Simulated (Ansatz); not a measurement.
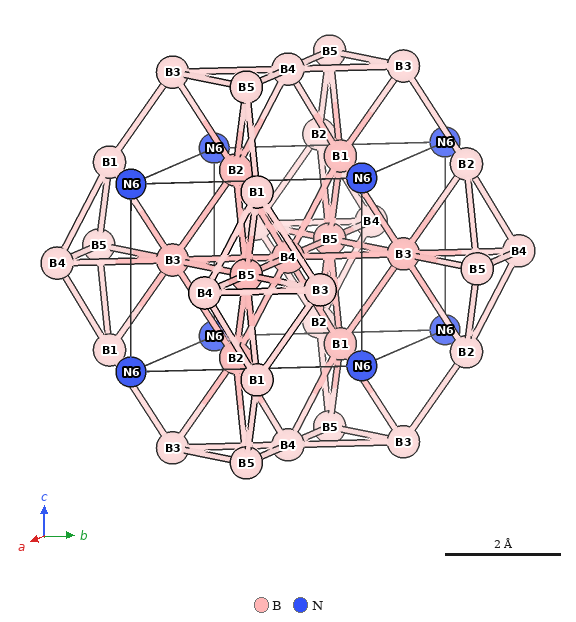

**Figure 1.** The input geometry of run 1 (ball-and-stick view of the cell of the calculation, seen slightly off an axis; neighbours outside the cell are drawn fainter; atoms are numbered from 1 in the order of the input). An atom can appear more than once, as a periodic image.

**What a change does: single-point calculation on B₅N**

System: B₅N (P6/mmm, 6 atoms in the cell).
Method of run 1: DFT PBE, scalar-relativistic, plane waves, PAW, spin-polarised (Ansatz 0.2.0).

The structure was made by a generator, so it may or may not be a known phase. Text and figures count atoms from 1; the logs count them from 0 in places.

Input file, run 1:
```yaml
crystal:
  lattice:
    - [4.08765131, 0.0, 0.0]
    - [-2.04382565, 3.54000988, 0.0]
    - [0.0, 0.0, 3.32953679]
  atoms:
    - { symbol: B, position: [0.33333333, 0.66666667, 0.0] }
    - { symbol: B, position: [0.66666667, 0.33333333, 0.0] }
    - { symbol: B, position: [0.5, 0.0, 0.5] }
    - { symbol: B, position: [0.5, 0.5, 0.5] }
    - { symbol: B, position: [0.0, 0.5, 0.5] }
    - { symbol: "N", position: [0.0, 0.0, 0.0], spin: 1.0 }
basis:
  ecutwfc: 420
kpoints:
  mp_grid: { grid: [6, 6, 6] }
hamiltonian:
  xc: pbe
scf:
  occupations: { method: gaussian, width: 0.1 }
  lower_state_search: "off"
output:
  forces: true
  stress: true
  eigenvalues: true
  populations: true
magnetization:
  spin_polarized: true
```

Launched with:
```bash
ansatz run input.yaml --threads 1 --pin off --max-ram 2560MiB --backend cpu --events-out ev --progress --plain --runs-dir out
```

Hardware: 1 thread of Arm Neoverse V1, 24 GiB of memory available, shared host.

Output, shortened to warnings, some set-up lines, iterations and results (run 1):
```
Basis set: ecut = 420 eV, 911 PW (Γ), exchange–correlation on 60×60×48 points (8 copies of the dense FFT grid, shifted against one another)
Symmetry: 24 space group operations
k-points: 28 of 216
[...]
SCF iter   1: F=—  HF=-1152.845759 eV  |F-HF|=—  |Δ(HF+E_count)|=         —  Δρ=5.99e-2 (↑5.99e-2 ↓3.89e-2)  dr2=8.80e0  dr2_m=6.65e-2  M=0.621 μB ∫|m|=0.670 μB  β_m=0.30  …
SCF iter   2: F=—  HF=-1151.771060 eV  |F-HF|=—  |Δ(HF+E_count)|=    1.07e0  Δρ=1.68e-2 (↑1.68e-2 ↓1.50e-2)  dr2=4.76e-1  dr2_m=5.10e-3  M=0.662 μB ∫|m|=0.804 μB  β_m=0.30  …
SCF iter   3: F=—  HF=-1151.653191 eV  |F-HF|=—  |Δ(HF+E_count)|=   1.18e-1  Δρ=1.03e-2 (↑1.03e-2 ↓9.96e-3)  dr2=1.57e-1  dr2_m=4.57e-3  M=0.631 μB ∫|m|=0.773 μB  β_m=0.30  …
SCF iter   4: F=—  HF=-1151.603534 eV  |F-HF|=—  |Δ(HF+E_count)|=   4.97e-2  Δρ=5.10e-3 (↑5.10e-3 ↓3.63e-3)  dr2=5.63e-3  dr2_m=6.42e-3  M=0.586 μB ∫|m|=0.731 μB  β_m=0.30  …
SCF iter   5: F=—  HF=-1151.606449 eV  |F-HF|=—  |Δ(HF+E_count)|=   2.91e-3  Δρ=4.11e-3 (↑3.05e-3 ↓4.11e-3)  dr2=2.20e-3  dr2_m=5.25e-3  M=0.566 μB ∫|m|=0.710 μB  β_m=0.30  …
[... 19 lines ...]
SCF iter  25: F=—  HF=-1151.633858 eV  |F-HF|=—  |Δ(HF+E_count)|=   1.99e-6  Δρ=2.62e-5 (↑2.62e-5 ↓2.00e-5)  dr2=7.07e-7  dr2_m=1.36e-7  M=0.150 μB ∫|m|=0.171 μB  β_m=0.94  …
SCF iter  26: F=-1151.633858 eV  HF=-1151.633858 eV  |F-HF|=2.74e-9  |Δ(HF+E_count)|=   1.40e-7  Δρ=7.18e-6 (↑4.73e-6 ↓7.18e-6)  dr2=1.75e-8  dr2_m=1.04e-8  M=0.149 μB …
SCF iter  27: F=-1151.633858 eV  HF=-1151.633858 eV  |F-HF|=1.27e-9  |Δ(HF+E_count)|=   1.92e-8  Δρ=1.86e-6 (↑1.44e-6 ↓1.86e-6)  dr2=2.90e-9  dr2_m=7.95e-10  M=0.149 μB …
SCF iter  28: F=-1151.633858 eV  HF=-1151.633858 eV  |F-HF|=5.93e-10  |Δ(HF+E_count)|=   1.68e-9  Δρ=6.81e-7 (↑6.81e-7 ↓3.61e-7)  dr2=7.22e-10  dr2_m=2.39e-11  M=0.149 μB …
SCF 1 converged in 28 iterations: F = -1151.633858 eV  dr2 = 7.22e-10
SCF converged after 28 iterations
Magnetization: 0.1494 μB (10.0747 up, 9.9253 down)
Absolute magnetization: 0.1703 μB (∫|ρ↑−ρ↓|, with the PAW one-centre terms)
Spin contamination: 0.0089 ħ² per cell (⟨S²⟩ above its minimum at these occupations)
Per-site moments (μB) at R_I (Å): [(-0.0002605111353314311, 0.8417286213134494), (-0.00026051113533142993, 0.8417286213134494), (0.002499509982045783, 0.8417286213134494), (0.002499509982045794, 0.8417286213134494), (0.002499509982045717, 0.8417286213134494), (0.13486884328947374, …
Free energy (F): -1151.633858 eV
Harris-Foulkes:  -1151.633858 eV  (|F-HF|=5.93e-10)
Internal energy: -1151.619263 eV  (E = F + TS)
E sigma→0 (E₀):  -1151.626560 eV
Entropy (-TS):   -0.014595 eV (-2.432 meV/atom)
Fermi energy:    9.035295 eV
--- Per-component energies (eV) ---
  E_band       = 47.225128
  E_kinetic    = 334.456781
  E_local      = -214.270360  (includes V_loc(G=0)·N_el)
  E_nonlocal   = 105.765521
  E_hartree    = 51.524849
  E_xc         = -209.819558
  E_vxc        = -252.997695  (∫ρ·V_xc dr)
  E_paw        = -516.675060  (= ΣΔE_a)
  E_vpaw       = -28.778633  (= ΣTr[D̂ρ^β])
  E_aug_tail   = 0.000070  (compensation charges beyond the density's cutoff)
  E_ewald      = -702.601506
  E_smearing   = -0.014595  (= −TS)
  E_closure    = -0.000000  (closes the sum)
  Σ components = -1151.633858   (vs F -1151.633858, Δ=0.00e0)
--- Forces (eV/Å), atoms counted from 1 ---
  atom   1  B      0.00000000     0.00000000     0.00000000
  atom   2  B     -0.00000000    -0.00000000    -0.00000000
  atom   3  B     -0.00000000     0.00000000     0.00000000
  atom   4  B      0.00000000     0.00000000     0.00000000
  atom   5  B      0.00000000    -0.00000000     0.00000000
  atom   6  N     -0.00000000     0.00000000     0.00000000
  max |Σ_I F_I| component: 2.31e-18 eV/Å
--- Stress (GPa, compression-positive) ---
      -22.611664      -0.000000       0.000000
       -0.000000     -22.611664      -0.000000
        0.000000      -0.000000     -44.264434
  P = ⅓ Tr σ = -29.8293 GPa (-298.293 kbar)
--- Löwdin populations: 6 sites ---
  site symbol       q [e]    m [muB]
     0      B      2.8699    -0.0044
     1      B      2.8699    -0.0044
     2      B      2.9429     0.0016
     3      B      2.9429     0.0016
     4      B      2.9429     0.0016
     5      N      5.2798     0.1530
  spilling = 0.007581 (of n_electrons = 20.000000)
```

The input of run 2 differs as follows (lines with − go, lines with + come):
```diff
-    - [4.08765131, 0.0, 0.0]
-    - [-2.04382565, 3.54000988, 0.0]
-    - [0.0, 0.0, 3.32953679]
+    - [4.0372669315, 0.0, 0.0]
+    - [-2.0186334658, 3.4963757246, 0.0]
+    - [0.0, 0.0, 2.90164745]
-    - { symbol: B, position: [0.33333333, 0.66666667, 0.0] }
-    - { symbol: B, position: [0.66666667, 0.33333333, 0.0] }
+    - { symbol: B, position: [0.3333333333, 0.6666666667, 0.0] }
+    - { symbol: B, position: [0.6666666667, 0.3333333333, 0.0] }
```

Predict how the results change.

With the same functional and potentials, run 2 lies 194.7 meV per atom lower. The net moment of the cell goes from 0.15 to 0.57 μB. The pressure goes from −29.83 to 0.55 GPa. The volume per atom goes from 8.03 to 6.83 Å³. The SCF takes 18 iterations against 28. The plane waves at Γ go from 911 to 825. On the same kind of shared host run 2 took about 0.7 times as long.

Output, shortened to warnings, some set-up lines, iterations and results (run 2):
```
Basis set: ecut = 420 eV, 825 PW (Γ), exchange–correlation on 54×54×40 points (8 copies of the dense FFT grid, shifted against one another)
Symmetry: 24 space group operations
k-points: 28 of 216
[...]
SCF iter   1: F=—  HF=-1155.257490 eV  |F-HF|=—  |Δ(HF+E_count)|=         —  Δρ=8.50e-2 (↑8.50e-2 ↓6.00e-2)  dr2=1.66e1  dr2_m=7.18e-2  M=0.757 μB ∫|m|=0.758 μB  β_m=0.30  …
SCF iter   2: F=—  HF=-1153.156634 eV  |F-HF|=—  |Δ(HF+E_count)|=    2.10e0  Δρ=2.49e-2 (↑2.49e-2 ↓2.11e-2)  dr2=9.55e-1  dr2_m=4.76e-3  M=0.756 μB ∫|m|=0.808 μB  β_m=0.30  …
SCF iter   3: F=—  HF=-1152.900066 eV  |F-HF|=—  |Δ(HF+E_count)|=   2.57e-1  Δρ=1.53e-2 (↑1.53e-2 ↓1.40e-2)  dr2=2.86e-1  dr2_m=4.05e-3  M=0.719 μB ∫|m|=0.773 μB  β_m=0.30  …
SCF iter   4: F=—  HF=-1152.793059 eV  |F-HF|=—  |Δ(HF+E_count)|=   1.07e-1  Δρ=5.41e-3 (↑5.41e-3 ↓3.95e-3)  dr2=9.47e-3  dr2_m=4.83e-3  M=0.689 μB ∫|m|=0.744 μB  β_m=0.30  …
SCF iter   5: F=—  HF=-1152.795091 eV  |F-HF|=—  |Δ(HF+E_count)|=   2.03e-3  Δρ=4.01e-3 (↑2.92e-3 ↓4.01e-3)  dr2=2.55e-3  dr2_m=3.95e-3  M=0.668 μB ∫|m|=0.728 μB  β_m=0.30  …
[... 9 lines ...]
SCF iter  15: F=—  HF=-1152.802078 eV  |F-HF|=—  |Δ(HF+E_count)|=   1.60e-5  Δρ=3.24e-5 (↑3.10e-5 ↓3.24e-5)  dr2=7.44e-8  dr2_m=3.61e-7  M=0.567 μB ∫|m|=0.640 μB  β_m=0.68  …
SCF iter  16: F=-1152.802079 eV  HF=-1152.802079 eV  |F-HF|=3.07e-9  |Δ(HF+E_count)|=   7.25e-7  Δρ=1.36e-5 (↑1.36e-5 ↓1.08e-5)  dr2=7.41e-8  dr2_m=4.43e-8  M=0.567 μB …
SCF iter  17: F=-1152.802079 eV  HF=-1152.802079 eV  |F-HF|=1.02e-8  |Δ(HF+E_count)|=   5.72e-8  Δρ=5.13e-6 (↑4.28e-6 ↓5.13e-6)  dr2=4.68e-10  dr2_m=8.16e-9  M=0.567 μB …
SCF iter  18: F=-1152.802079 eV  HF=-1152.802079 eV  |F-HF|=7.63e-10  |Δ(HF+E_count)|=   1.62e-8  Δρ=1.34e-6 (↑1.34e-6 ↓1.10e-6)  dr2=1.10e-10  dr2_m=5.35e-10  M=0.567 μB …
SCF 1 converged in 18 iterations: F = -1152.802079 eV  dr2 = 1.10e-10
SCF converged after 18 iterations
Magnetization: 0.5672 μB (10.2836 up, 9.7164 down)
Absolute magnetization: 0.6415 μB (∫|ρ↑−ρ↓|, with the PAW one-centre terms)
Spin contamination: 0.0333 ħ² per cell (⟨S²⟩ above its minimum at these occupations)
Per-site moments (μB) at R_I (Å): [(0.00623058399050674, 0.7676472245728188), (0.006230583990506667, 0.7676472245728188), (0.003046738757740148, 0.7676472245728188), (0.003046738757740183, 0.7676472245728189), (0.0030467387577402063, 0.7676472245728188), (0.5115787162159979, 0.9615033242564541)]
Free energy (F): -1152.802079 eV
Harris-Foulkes:  -1152.802079 eV  (|F-HF|=7.63e-10)
Internal energy: -1152.794254 eV  (E = F + TS)
E sigma→0 (E₀):  -1152.798167 eV
Entropy (-TS):   -0.007825 eV (-1.304 meV/atom)
Fermi energy:    11.083873 eV
--- Per-component energies (eV) ---
  E_band       = 75.661901
  E_kinetic    = 358.761466
  E_local      = -188.299195  (includes V_loc(G=0)·N_el)
  E_nonlocal   = 106.920988
  E_hartree    = 45.544617
  E_xc         = -217.399673
  E_vxc        = -262.900900  (∫ρ·V_xc dr)
  E_paw        = -517.831272  (= ΣΔE_a)
  E_vpaw       = -29.909688  (= ΣTr[D̂ρ^β])
  E_aug_tail   = 0.000068  (compensation charges beyond the density's cutoff)
  E_ewald      = -740.491253
  E_smearing   = -0.007825  (= −TS)
  E_closure    = -0.000000  (closes the sum)
  Σ components = -1152.802079   (vs F -1152.802079, Δ=0.00e0)
--- Forces (eV/Å), atoms counted from 1 ---
  atom   1  B     -0.00000000    -0.00000000    -0.00000000
  atom   2  B     -0.00000000     0.00000000     0.00000000
  atom   3  B      0.00000000     0.00000000     0.00000000
  atom   4  B      0.00000000     0.00000000     0.00000000
  atom   5  B      0.00000000     0.00000000    -0.00000000
  atom   6  N     -0.00000000     0.00000000     0.00000000
  max |Σ_I F_I| component: 3.70e-17 eV/Å
--- Stress (GPa, compression-positive) ---
        1.036749       0.000000      -0.000000
        0.000000       1.036749      -0.000000
       -0.000000      -0.000000      -0.428298
  P = ⅓ Tr σ = 0.5484 GPa (5.484 kbar)
--- Löwdin populations: 6 sites ---
  site symbol       q [e]    m [muB]
     0      B      2.9225    -0.0019
     1      B      2.9225    -0.0019
     2      B      2.9035    -0.0057
     3      B      2.9035    -0.0057
     4      B      2.9035    -0.0057
     5      N      5.2832     0.5857
  spilling = 0.008063 (of n_electrons = 20.000000)
```

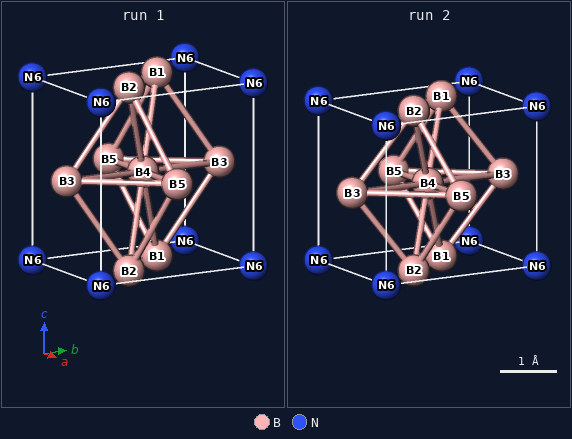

**Figure 2.** The two input geometries at one scale (ball-and-stick view of the cell of the calculation, seen slightly off an axis). No atom moves by more than 0.005 Å relative to the cell. Cell: a = b 4.088 → 4.037 Å (−1.2 %), c 3.330 → 2.902 Å (−12.9 %). Volume −15.0 %. Among the contacts that change: B1–B3 2.041 → 1.861 Å, B3–B4 2.044 → 2.019 Å.

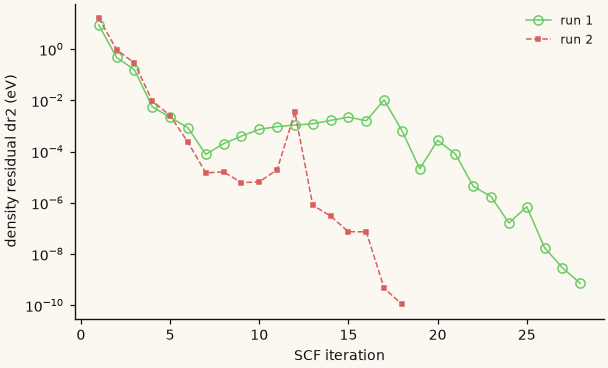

**Figure 3.** Convergence of the two runs: density residual dr2 against the SCF iteration. Run 1 takes 28 iterations in all, and run 2 takes 18.

The two runs side by side:

| quantity | run 1 | run 2 |
| --- | --- | --- |
| outcome | converged | converged |
| free energy per atom (eV) | −191.9390 | −192.1337 |
| energy per atom, smearing taken to zero (eV) | −191.9378 | −192.1330 |
| gap on the mesh (eV) | 0.00 | 0.00 |
| net moment of the cell (μB) | 0.15 | 0.57 |
| absolute moment of the cell (μB) | 0.17 | 0.64 |
| pressure (GPa) | −29.83 | 0.55 |
| volume per atom (Å³) | 8.03 | 6.83 |
| largest force (eV/Å) | 0.000 | 0.000 |
| SCF iterations | 28 | 18 |
| irreducible k-points | 28 | 28 |
| plane waves at Γ | 911 | 825 |
| wall time (shared host) | 8.4 s | 5.8 s |
